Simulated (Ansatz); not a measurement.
**Al16As16H (cell with a defect): density, localisation and related maps**

Input

```
crystal:
  lattice:
    - [-5.7279123196, 5.7279123196, -5.7279123196]
    - [5.7279123196, -5.7279123196, -5.7279123196]
    - [-5.7279123196, -5.7279123196, 5.7279123196]
  atoms:
    - { symbol: Al, position: [0.4982635947, 0.2579011827, 0.2537545604], spin: 0.091 }
    - { symbol: Al, position: [0.2559117128, 0.2488169128, 0.4970134299], spin: 0.091 }
    - { symbol: Al, position: [0.0, 0.25, 0.75] }
    - { symbol: Al, position: [0.75, 0.0, 0.25] }
    - { symbol: Al, position: [0.75, 0.25, 0.0] }
    - { symbol: Al, position: [0.5, 0.0, 0.5] }
    - { symbol: Al, position: [0.25, 0.0, 0.75] }
    - { symbol: Al, position: [0.0, 0.75, 0.25] }
    - { symbol: Al, position: [1.0, 1.0, 1.0] }
    - { symbol: Al, position: [0.7513620518, 0.7389661864, 0.4986090507], spin: 0.091 }
    - { symbol: Al, position: [0.4895003065, 0.747515525, 0.7495223982], spin: 0.091 }
    - { symbol: Al, position: [0.2543473895, 0.5122783011, 0.2555840914], spin: 0.091 }
    - { symbol: Al, position: [0.25, 0.75, 0.0] }
    - { symbol: Al, position: [0.0, 0.5, 0.5] }
    - { symbol: Al, position: [0.744519866, 0.5067283218, 0.7524159178], spin: 0.091 }
    - { symbol: Al, position: [0.5, 0.5, 0.0] }
    - { symbol: As, position: [0.5, 0.0, 0.25] }
    - { symbol: As, position: [0.25, 0.0, 0.5] }
    - { symbol: As, position: [0.0, 0.0, 0.75] }
    - { symbol: As, position: [0.75, 0.75, 0.25] }
    - { symbol: As, position: [0.75, 0.0, 0.0] }
    - { symbol: As, position: [0.5035176089, 0.7513712248, 0.4967301205], spin: 0.091 }
    - { symbol: As, position: [0.25, 0.75, 0.75] }
    - { symbol: As, position: [0.0, 0.5, 0.25] }
    - { symbol: As, position: [0.0, 0.75, 0.0] }
    - { symbol: As, position: [0.74998592, 0.5014621555, 0.5024930881], spin: 0.091 }
    - { symbol: As, position: [0.4928231624, 0.4881244895, 0.7502728506], spin: 0.091 }
    - { symbol: As, position: [0.2530157351, 0.2599968594, 0.26121516], spin: 0.091 }
    - { symbol: As, position: [0.25, 0.5, 0.0] }
    - { symbol: As, position: [0.0, 0.25, 0.5] }
    - { symbol: As, position: [0.75, 0.25, 0.75] }
    - { symbol: As, position: [0.5, 0.25, 0.0] }
    - { symbol: H, position: [0.5004795867, 0.5079883588, 0.5195552406], spin: 0.091 }
  host:
    lattice:
      - [0.0, 2.8639561598, 2.8639561598]
      - [2.8639561598, 0.0, 2.8639561598]
      - [2.8639561598, 2.8639561598, 0.0]
    atoms:
      - { symbol: Al, position: [0.0, 0.0, 0.0] }
      - { symbol: As, position: [0.75, 0.75, 0.75] }
basis:
  ecutwfc: 420
  xc_grid: 2
kpoints:
  mp_grid: { grid: [2, 2, 2], shift: [0.5, 0.5, 0.5] }
hamiltonian:
  xc: pbe
scf:
  occupations: { method: gaussian, width: 0.01 }
output:
  forces: true
  stress: false
  eigenvalues: true
  populations: true
  charged_corrections:
    defect_position: [0.5, 0.5, 0.5]
    epsilon: [[11.5641, 0.0, 0.0], [0.0, 11.5641, 0.0], [0.0, 0.0, 11.5641]]
  write_density: true
  write_potential: true
  elf: true
  volumetric_format: npy
magnetization:
  spin_polarized: true
relax:
  adjacent_minimum: "off"
  f_tol: 0.025
  max_steps: 45
```

Run with:

```sh
ansatz run input.yaml --threads 4 --pin off --max-ram 10240MiB --backend cpu --events-out ev --progress --plain --runs-dir out
```

The fields are those of the run's last geometry, not of the input's.

Spin-polarised.

Computed with DFT PBE, scalar-relativistic, plane waves, PAW (Ansatz 0.2.0).

In a PAW calculation such maps are meaningful between the atoms, not at the nuclei.

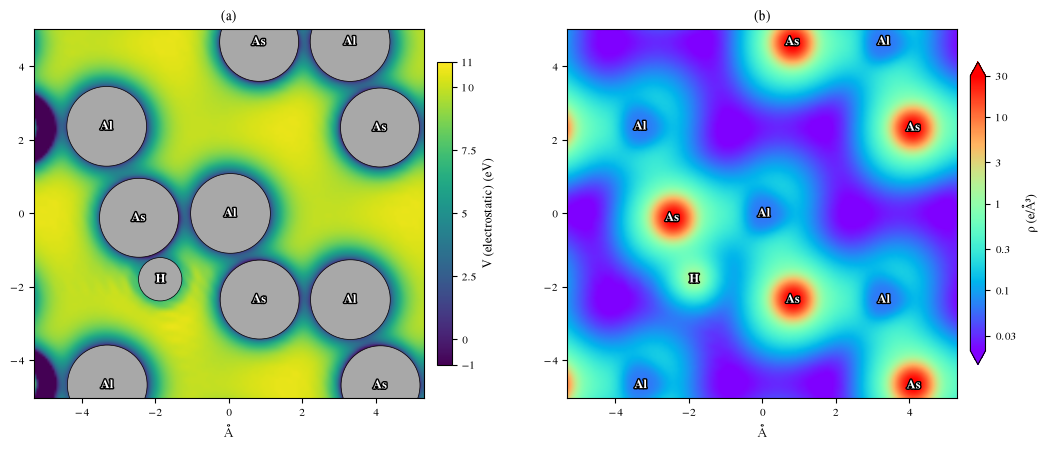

Figure 1. (a) electrostatic potential (local pseudopotential plus Hartree) felt by an electron; (b) valence pseudo-density on the (010) plane of the calculation cell. Grey discs cover the atomic cores in the potential map.

Question: What does the map show?

Answer:
- Atoms in the plane: Al, As and H.
- As–H (1.77 Å): ρ at the midpoint is about 0.73 e/Å³.
- Al–As (2.48 Å): the density is about 0.46 e/Å³ at the midpoint.
- Al–As (2.64 Å): ρ is about 0.35 e/Å³ halfway.
- Between the atoms the lowest density in this plane is 0.02 e/Å³.
- Outside the cores the potential energy rises away from the atoms and is highest about 1.4 Å from the nearest atoms; its zero is arbitrary.

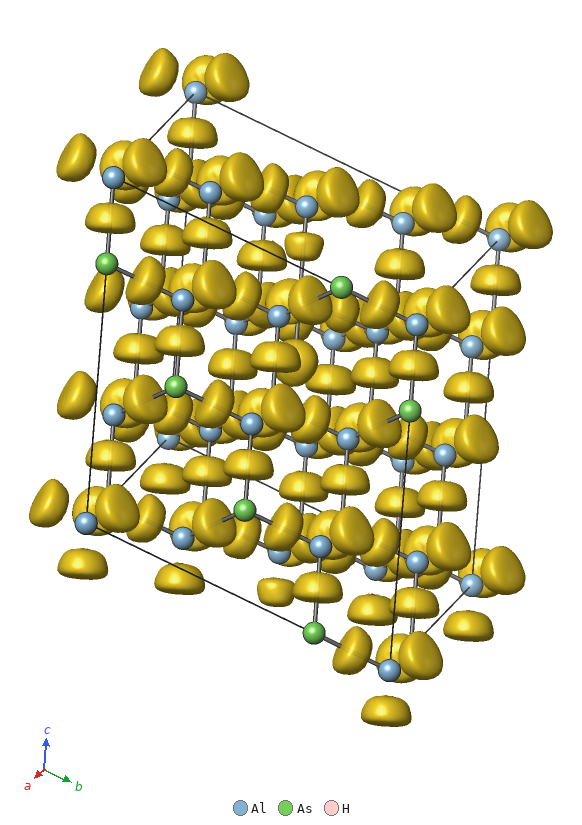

Figure 2. Isosurface of the ELF at 0.75 (yellow), seen slightly off an axis. Core shells and regions of very low density are left out. Sticks mark near contacts.

Question: What do the ELF domains correspond to?

Answer: At this value the surface marks out 64 regions between bonded Al–As atoms (shared pairs) and one region around a hydrogen nucleus, counted in one cell of 33 atoms. Any copies at cell faces, edges or corners count once.


As–H (1.77 Å): the ELF climbs to about 1 towards the hydrogen, as it does in any bond to H. Al–As (2.47 Å): the ELF peaks at about 0.90 between the atoms (a shared electron pair).

Question: Does the calculation make it a metal, or give it a gap?

Answer: It is gapped, with a Kohn–Sham gap of 0.42 eV on the k-point mesh (the band edges may lie off the mesh, which would make the gap smaller).
